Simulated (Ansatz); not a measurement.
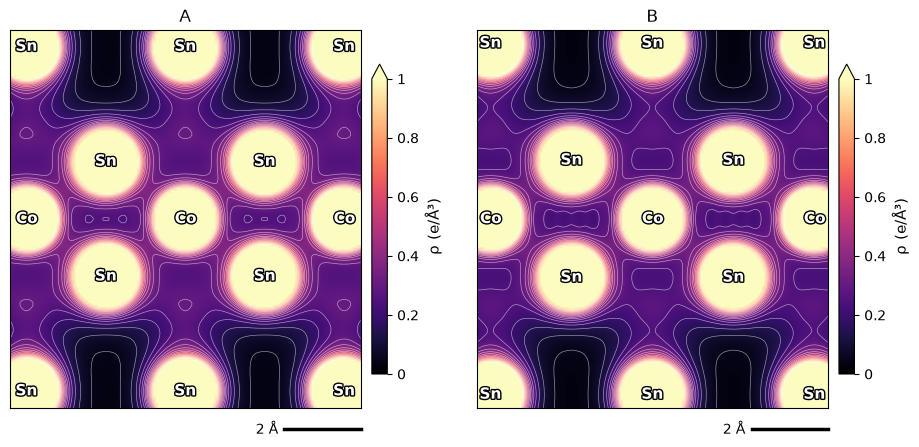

CoSn. The valence charge density (pseudo) of two cells that differ in size, on the (110) plane of each (indices in the axes of the calculation cell), at one length scale and on one colour scale: B has 17.4 Å³ an atom and A 16.4.

Space group P6/mmm; a structure from a database of computed crystals, not necessarily the ambient phase; computed without spin polarisation.

These are results of Ansatz 0.2.0, DFT PBEsol, scalar-relativistic, plane waves, PAW, not measurements.

In a PAW calculation such maps are meaningful between the atoms, not at the nuclei.

The larger cell:

```
Co Sn
1.0
     5.32209    0.00000    0.00000
    -2.66104    4.60906    0.00000
     0.00000    0.00000    4.25023
Co Sn
3 3
Direct
  0.00000 0.50000 0.00000
  0.50000 0.50000 0.00000
  0.50000 0.00000 0.00000
  0.66667 0.33333 0.50000
  0.33333 0.66667 0.50000
  0.00000 0.00000 0.00000
```

The smaller cell: a = 5.220 Å, b = 5.220 Å, c = 4.168 Å, α = 90.00°, β = 90.00°, γ = 120.00°.

Q: What does the compression do to the bonding and the properties?

A: From the larger cell to the smaller, Co–Sn goes from 2.62 to 2.57 Å, and the density at its midpoint from 0.34 to 0.37 e/Å³; the pressure goes from −7 to 0.0 GPa.
